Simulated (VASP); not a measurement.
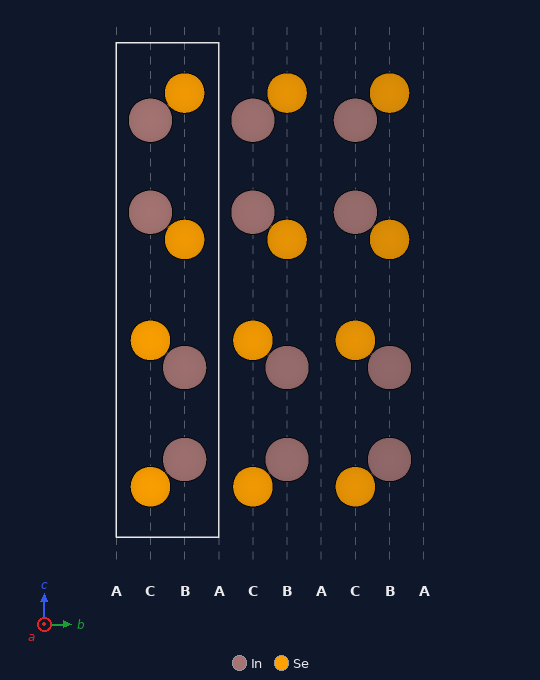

Projection along an edge of the hexagonal mesh, stacking direction c upwards. The dashed lines mark the three columns A (0, 0), B (1/3, 2/3) and C (2/3, 1/3). The sequence starts with the first layer at or above the cell's origin.

InSe (space group P6_3/mmc, No. 194). Coordinates: an entry of the Crystallography Open Database, as set up for an electronic-structure calculation.

> Give the sequence of layers in one repeat, with element and column.

Se(C) – In(B) – In(B) – Se(C) – Se(B) – In(C) – In(C) – Se(B) (eight layers in 16.93 Å).
